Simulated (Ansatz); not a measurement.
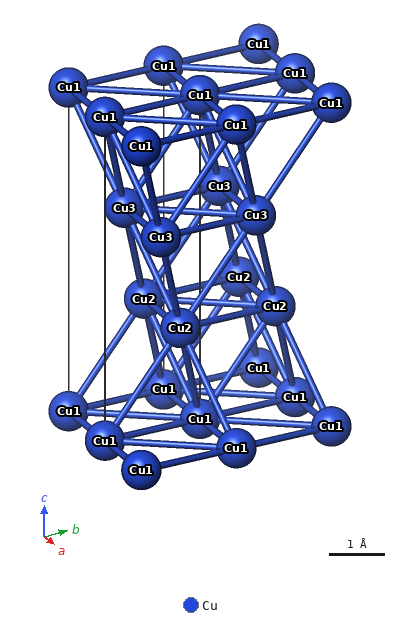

*The structure as given in the input (ball-and-stick view of the cell of the calculation, repeated 2 × 2 × 1, seen slightly off an axis; atoms are numbered from 1 in the order of the input).*

## Run report: Cu, single-point calculation

The run: single-point calculation of Cu (Fm-3m, 3 atoms in the cell). Method and program: DFT, LDA, PAW with Ansatz's default frozen-core files, scalar-relativistic, no spin polarisation (Ansatz 0.2.0).

It belongs to a series of runs on one base structure; here: bulk in the slab's orientation, PAW files. Figures and captions count atoms from 1; the log counts them from 0 in places.

Input
```yaml
crystal:
  lattice:
    - [0.0, 1.758838701, -1.758838701]
    - [-1.758838701, 0.0, 1.758838701]
    - [3.5176774021, 3.5176774021, 3.5176774021]
  atoms:
    - { symbol: Cu, position: [0.0, 0.0, 0.0] }
    - { symbol: Cu, position: [0.333333333, 0.666666667, 0.333333333] }
    - { symbol: Cu, position: [0.666666667, 0.333333333, 0.666666667] }
kpoints:
  mp_grid: { grid: [19, 19, 7] }
scf:
  occupations: { method: fermi_dirac, width: 0.05 }
hamiltonian:
  xc: lda
  pseudopotentials: { kind: paw }
output:
  forces: true
  stress: true
  eigenvalues: true
```

Run on 2 threads of Arm Neoverse V2, 24 GiB of memory available, shared host.

Launch command:
```bash
ansatz run input.yaml --threads 2 --pin off --max-ram 4096MiB --backend cpu --events-out ev --progress --plain --runs-dir out
```

The program's output
```
Engine: ansatz 0.2.0, aarch64-unknown-linux-gnu
Pseudopotentials: kind: paw
Pseudopotential: Cu, paw, valence charge 19, recommended cutoff 420 eV (normal), Cu.paw.azcp
Functional definition: SPW92
  exchange = slater_x
  correlation = pw_c
Crystal: 3 atoms, lattice volume = 32.646 Å³
Basis set: ecut = 420 eV, 591 PW (Γ)
Bands: 35, of which v1, the nominal top of the filled ones, is band 29 counted from 1 (28 counted from 0)
Symmetry: 36 space group operations
Space group: Fm-3m (ITA 225), of the structure as read, at distance tolerance 3.2e-5 Å
k-points: 250 of 2527
Non-local potential: Cu, projectors of the file, l = 0: 3, l = 1: 2, l = 2: 3, l = 3: 1
PAW form: soft (Blöchl's): semilocal exchange-correlation on the pseudo side does not see the compensation charge
PAW frozen core: Cu, regenerated for the run's functional, and the local potential with it (the file was generated under x = pbe(κ = 0.804, μ = 0.2195149727645171), c = pbe(β = 0.06672455060314922))
PAW one-centre angular grid: Cu, 590 points (default); XC on 64 Gauss nodes
Initial density: superposition of atomic densities (neutral atoms: chi_scale 0, normalization atom), corrected by the library's trained network
Initial wavefunctions: pseudopotential atomic-orbital guess
Functional: x = slater, c = lda
SCF iter   1: F=—  HF=-19667.187631 eV  |F-HF|=—  |Δ(HF+E_count)|=         —  Δρ=2.34e-2  dr2=7.89e-2  ethr=1.77e-3  ⟨swp⟩=5.8  Hψ=29209  notcnv=0  defer=107
preconditioner: auto → Kerker (q_TF=auto, 2.994 Å⁻¹)  [metal: Δε(μ)=0.025 eV  Ē_g=11.947 eV  σ=0.050 eV  W_gap=0.12  n_scr=10 (ndim 8)  ℏωp=37.3 eV  f_vac=0.000  D(μ)=0.86/eV (n_scr^D=4)]
SCF iter   2: F=—  HF=-19667.167386 eV  |F-HF|=—  |Δ(HF+E_count)|=   2.02e-2  Δρ=2.37e-3  dr2=5.68e-4  ethr=1.38e-4  ⟨swp⟩=2.0  Hψ=15744  notcnv=0  defer=362
SCF iter   3: F=—  HF=-19667.166794 eV  |F-HF|=—  |Δ(HF+E_count)|=   5.91e-4  Δρ=2.52e-3  dr2=7.66e-4  ethr=9.96e-7  ⟨swp⟩=2.0  Hψ=13790  notcnv=0  defer=362
SCF iter   4: F=—  HF=-19667.166523 eV  |F-HF|=—  |Δ(HF+E_count)|=   2.71e-4  Δρ=7.15e-4  dr2=5.90e-5  ethr=9.96e-7  ⟨swp⟩=2.7  Hψ=12625  notcnv=0  defer=362
SCF iter   5: F=—  HF=-19667.166508 eV  |F-HF|=—  |Δ(HF+E_count)|=   1.53e-5  Δρ=1.79e-4  dr2=4.66e-6  ethr=1.04e-7  ⟨swp⟩=2.5  Hψ=11735  notcnv=0  defer=362
SCF iter   6: F=—  HF=-19667.166507 eV  |F-HF|=—  |Δ(HF+E_count)|=   7.71e-7  Δρ=3.28e-5  dr2=1.79e-7  ethr=8.18e-9  ⟨swp⟩=1.0  Hψ=8388  notcnv=0  defer=362
SCF iter   7: F=-19667.166507 eV  HF=-19667.166507 eV  |F-HF|=9.31e-10  |Δ(HF+E_count)|=   3.71e-8  Δρ=4.55e-6  dr2=4.57e-9  ethr=1.75e-10  ⟨swp⟩=6.9  Hψ=29103  notcnv=0
SCF 1 converged in 7 iterations: F = -19667.166507 eV  dr2 = 4.57e-9
  greatest PAW one-centre occupation: 1.000 electrons in one spin orbital (limit 2), on the Cu atom at site 2 (counted from 0), in its partial waves of l = 0
SCF converged after 7 iterations
Free energy (F): -19667.166507 eV
Harris-Foulkes:  -19667.166507 eV  (|F-HF|=9.31e-10)
Internal energy: -19667.159216 eV  (E = F + TS)
E sigma→0 (E₀):  -19667.162861 eV
Entropy (-TS):   -0.007291 eV (-2.430 meV/atom)
Fermi energy:    18.223183 eV
--- Per-component energies (eV) ---
  E_band       = -1001.017304
  E_kinetic    = 904.748673
  E_local      = -11702.037555  (includes V_loc(G=0)·N_el)
  E_nonlocal   = 1179.883687
  E_hartree    = 5158.396565
  E_xc         = -269.783745
  E_vxc        = -349.931185  (∫ρ·V_xc dr)
  E_paw        = -4776.749347  (= ΣΔE_a)
  E_vpaw       = -1350.478333  (= ΣTr[D̂ρ^β])
  E_aug_tail   = 0.000807  (compensation charges beyond the density's cutoff)
  E_ewald      = -10162.967280
  E_core_change = 1.348980  (= ΣΔE_core)
  E_smearing   = -0.007291  (= −TS)
  E_closure    = -0.000000  (closes the sum)
  Σ components = -19667.166507   (vs F -19667.166507, Δ=0.00e0)
--- Forces (eV/Å), atoms counted from 1 ---
  atom   1  Cu     0.00000000     0.00000000     0.00000000
  atom   2  Cu     0.00000000    -0.00000000     0.00000000
  atom   3  Cu     0.00000000    -0.00000000    -0.00000000
  max |Σ_I F_I| component: 2.28e-27 eV/Å
--- Stress (GPa, compression-positive) ---
       -0.014293       0.229918       0.229918
        0.229918      -0.014293       0.229918
        0.229918       0.229918      -0.014293
  P = ⅓ Tr σ = -0.0143 GPa (-0.143 kbar)
--- Band table (eV; the first three rows and the last of 250) ---
  k-point 0: bands = ["-93.7954", "-93.7797", "-93.7797", "-51.6370", "-51.6370", "-51.5445", "-51.5445", "-51.5445", "-51.5445", "-51.5275", "-51.5275", "-51.5229", "8.0988", "11.6262", "11.6262", "14.8255", "14.8255", "14.8499", "14.8499", "14.8523", "14.9450", "14.9450", "14.9450", "14.9450", "15.8143", "15.8143", "16.1558", "16.1558", "16.1558", "16.1558", "27.2830", "27.2830", "40.7615", "40.7615", "41.5260"]
  k-point 1: bands = ["-93.7950", "-93.7826", "-93.7773", "-51.6546", "-51.6160", "-51.5471", "-51.5471", "-51.5414", "-51.5414", "-51.5280", "-51.5280", "-51.5263", "8.1868", "10.9130", "12.1477", "14.5965", "14.8317", "14.8681", "14.8681", "14.8875", "14.8875", "15.0014", "15.0014", "15.3510", "15.8069", "15.8069", "16.0067", "16.0067", "16.2959", "16.2959", "25.2653", "29.5007", "40.4040", "41.1319", "41.1747"]
  k-point 2: bands = ["-93.7937", "-93.7858", "-93.7755", "-51.6673", "-51.5934", "-51.5490", "-51.5490", "-51.5380", "-51.5380", "-51.5362", "-51.5295", "-51.5295", "8.4484", "10.1523", "12.4257", "14.5569", "14.7741", "14.8424", "14.8424", "14.9176", "14.9176", "15.0364", "15.0364", "15.7895", "15.7895", "15.8787", "15.8787", "16.1221", "16.4031", "16.4031", "23.5624", "31.8641", "39.3451", "40.1442", "41.2574"]
  k-point 249: bands = ["-93.7697", "-93.7695", "-93.7686", "-51.6485", "-51.6475", "-51.6395", "-51.6166", "-51.6054", "-51.6050", "-51.5722", "-51.5663", "-51.5654", "13.6782", "13.7194", "13.7474", "13.9143", "13.9393", "13.9550", "14.4276", "14.5064", "14.5750", "15.6015", "15.6160", "15.7133", "16.3866", "16.4200", "16.4638", "21.0788", "21.4205", "22.5450", "23.3479", "23.6441", "23.7345", "28.9488", "30.4034"]
```

Results in brief

```json
{"quantity": "outcome", "value": "converged"}
{"quantity": "space group (tolerance 0.01 Å)", "value": "Fm-3m (225)"}
{"quantity": "electrons treated", "value": "57"}
{"quantity": "free energy", "value": "−19667.1665 eV"}
{"quantity": "Fermi energy", "value": "18.223 eV"}
{"quantity": "pressure", "value": "−0.01 GPa"}
{"quantity": "largest force (length of the vector)", "value": "under 0.001 eV/Å"}
{"quantity": "wall time", "value": "6.5 s (CPU time 13 s)"}
{"quantity": "peak memory", "value": "0.46 GiB"}
```
